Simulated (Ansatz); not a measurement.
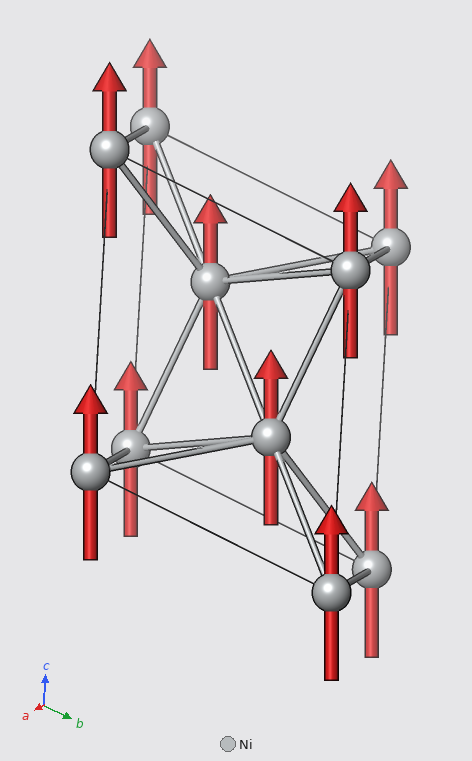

The figure gives a ball-and-stick picture of the atoms, viewed slightly off an axis. The edges of the cell (the run's own, in a reduced setting) are marked. Arrows are the site magnetic moments above 0.25 μB; longer means larger, and red and blue are up and down (without spin-orbit coupling the axis itself is arbitrary).

This is the state reached for Ni. Computational set-up: DFT PBE, scalar-relativistic, plane waves, PAW (Ansatz), plane-wave cutoff 420 eV, k-points about 0.22 Å⁻¹ apart, Gaussian smearing of 0.1 eV, collinear spins.

**Describe the spin arrangement.**

Ferromagnetic (within this cell). Site moments: 3 Ni +0.7 μB. The net spin moment of the whole cell is 1.9 μB.

The structure comes from a structure listed in the Materials Project. It was relaxed with DFT PBE, scalar-relativistic, plane waves, PAW (Ansatz) under a constraint or pressure on the cell, so some stress remains.

At this level of theory the cell isn't at rest (compressed, at 9 GPa), so its distances can differ from those at equilibrium, the more so the softer the solid, and its magnetic state may change on relaxation.
